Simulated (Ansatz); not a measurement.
Start from this file.

```cif
data_structure
_symmetry_space_group_name_H-M 'P 1'
_symmetry_Int_Tables_number 1
_cell_length_a 2.5180
_cell_length_b 2.5180
_cell_length_c 19.6092
_cell_angle_alpha 90.000
_cell_angle_beta 90.000
_cell_angle_gamma 120.000
_cell_volume 107.67
loop_
_atom_site_label
_atom_site_type_symbol
_atom_site_fract_x
_atom_site_fract_y
_atom_site_fract_z
_atom_site_occupancy
C1 C 0.00000 0.00000 0.14525 1
C2 C 0.00000 0.00000 0.72174 1
C3 C 0.00000 0.00000 0.35700 1
C4 C 0.00000 0.00000 0.93350 1
C5 C 0.00000 0.00000 0.27826 1
C6 C 0.00000 0.00000 0.85475 1
C7 C 0.00000 0.00000 0.64300 1
C8 C 0.00000 0.00000 0.06650 1
C9 C 0.66667 0.33333 0.17174 1
C10 C 0.66667 0.33333 0.74824 1
C11 C 0.33333 0.66667 0.38350 1
C12 C 0.33333 0.66667 0.95999 1
C13 C 0.66667 0.33333 0.25176 1
C14 C 0.66667 0.33333 0.82826 1
C15 C 0.33333 0.66667 0.61650 1
C16 C 0.33333 0.66667 0.04001 1
```

### Summarise the structure in words.

The element is carbon. Space group P-6m2 (No. 187), lattice primitive hexagonal. The cell holds 16 atoms. By contacts within bonding range, the coordination numbers are C 3 to 4 (mean 3.9). The bonds build C layers parallel to (001).

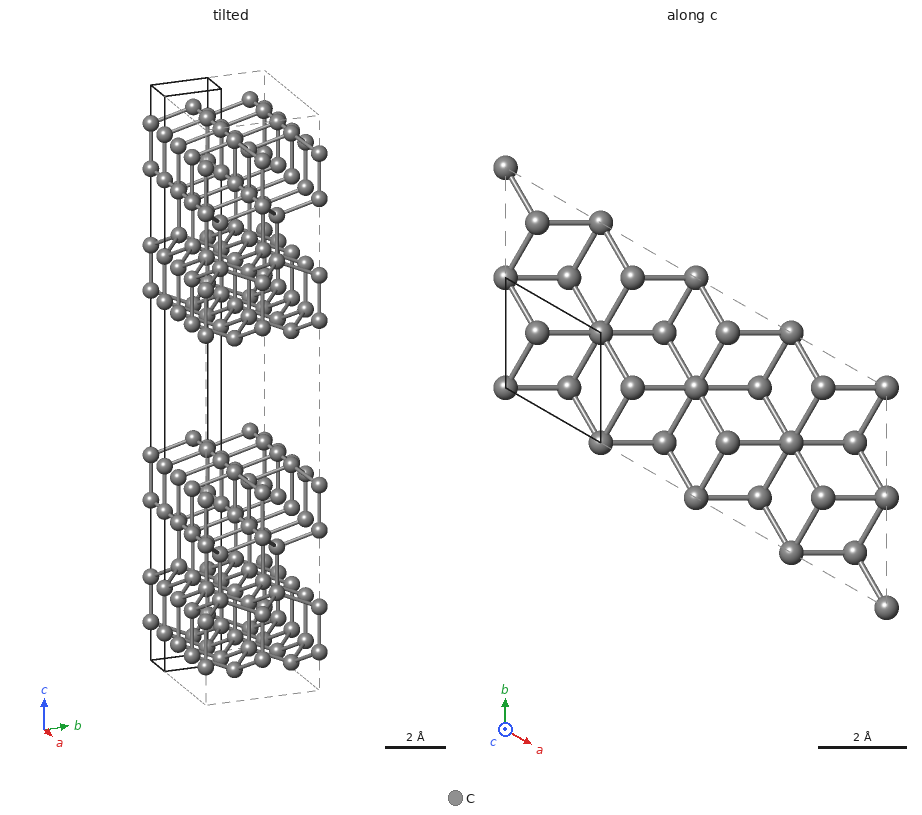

A ball-and-stick rendering, viewed slightly off an axis and along the c axis. The conventional unit cell (solid box) is repeated to 4×2×1 cells. Colours: carbon grey.

Provenance: an entry, possibly a prediction, of the Crystallography Open Database. The cell was then strained or its atoms displaced on purpose. Ansatz was used for an electronic-structure calculation on it.

At this level of theory the run's own cell isn't at rest (forces up to 4.6 eV/Å), so its distances can differ from those at equilibrium, the more so the softer the solid.
